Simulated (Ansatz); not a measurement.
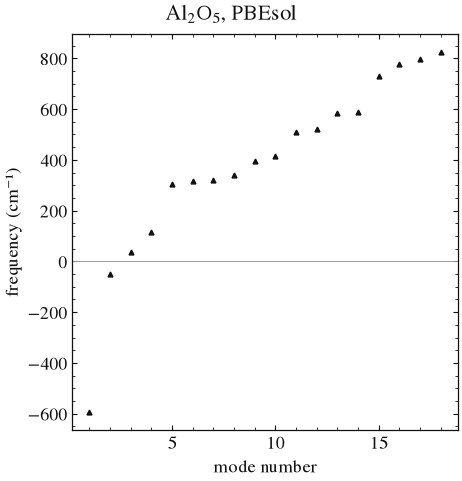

Plotted: zone-centre optical phonon frequencies (the three acoustic modes are left out) for Al₂O₅, space group C2/m (No. 12) (cell built by us, not taken from a database). Imaginary frequencies are drawn as negative.

Starting cell:
```
Al O
1.0
     4.87576   -1.49258   -0.88429
     4.87576    1.49258   -0.88429
    -5.24900    0.00000    6.41616
Al O
2 5
Direct
  0.41279 0.41279 0.68595
  0.58721 0.58721 0.31405
  0.63488 0.63488 0.01660
  0.36512 0.36512 0.98340
  0.00000 0.00000 0.00000
  0.12294 0.12294 0.45591
  0.87706 0.87706 0.54409
```

How it was computed, with Ansatz 0.2.0: harmonic phonon frequencies at the zone centre with atoms at rest in the given cell, without the long-range term of polar modes, the three translations left out, imaginary frequencies are negative; plane waves with PAW datasets, Γ-centred k mesh. Level: PBEsol, no spin polarisation.

```tsv
setting	value
wave cutoff	420 eV
k mesh	12×12×8
occupations	fixed
pressure	0 GPa
phonon method	linear response
```

**What do the frequencies say about stability?**

Two modes are imaginary, the softest at 594.5i cm⁻¹, so the structure is dynamically unstable.

**What is the highest frequency?**

The highest mode lies at 826.3 cm⁻¹ (without the field of polar modes).

Keep in mind: a crossing between the sampled k points may be missed; field response not converged on the k mesh.
